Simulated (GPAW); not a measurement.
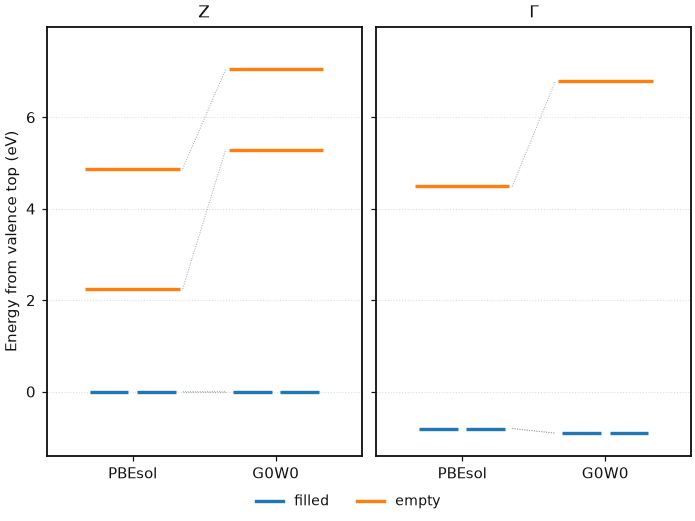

Levels at Z and Γ in PBEsol and in G0W0, each set counted from its own valence top. In reduced coordinates of the cell that was run, Z is (0.5, 0.5, 0.5).

System: MgO₂, space group R-3m, 3 atoms in the primitive cell; a = 3.210 Å, c = 10.482 Å (hexagonal axes). Starting point: PBEsol, PAW data sets generated in the run's folder for this functional, no spin polarisation, no spin-orbit coupling, 4×4×4 k mesh, 600 eV cutoff, Fermi-Dirac smearing of 0.001 eV (GPAW 26.7.0). Many-body step: G0W0 with response cutoff 100 eV, frequency model plasmon pole and response bands 70, extrapolated in the response cutoff.

### What does G0W0 do to the gap?

Over the k points that were corrected, the smallest gap goes from 2.25 eV in PBEsol (direct at Z) to 5.29 eV in G0W0 (direct at Z), a change of +3.04 eV (+136 %).

### Is the correction a rigid shift of the empty levels?

Counted from the valence top, the lowest empty level moves by +3.04 eV at Z and +2.29 eV at Γ: a spread of 0.75 eV on a mean of 2.67 eV, so one scissor shift doesn't describe this level. Only two empty levels a point were corrected, so a higher one could drop under them. The top filled level also moves against the valence top, by −0.10 eV at Γ.

### What are the quasiparticle weights at the band edges?

The quasiparticle weight (renormalisation factor) lies between 0.78 and 0.85 for the top filled and first empty levels.

| k point | PBEsol direct gap (eV) | G0W0 direct gap (eV) |
| --- | --- | --- |
| Z | 2.25 | 5.29 |
| Γ | 5.29 | 7.69 |

The k mesh is coarse (spacing up to 0.58 Å⁻¹), so the values aren't converged. The quasiparticle gap is taken among the few k points that were corrected. The long-wavelength limit can be off by a per cent or two. The cell comes from a database of computed structures, and whether it is the stable form of this composition wasn't checked. The mesh is finite, so these values aren't fully converged.
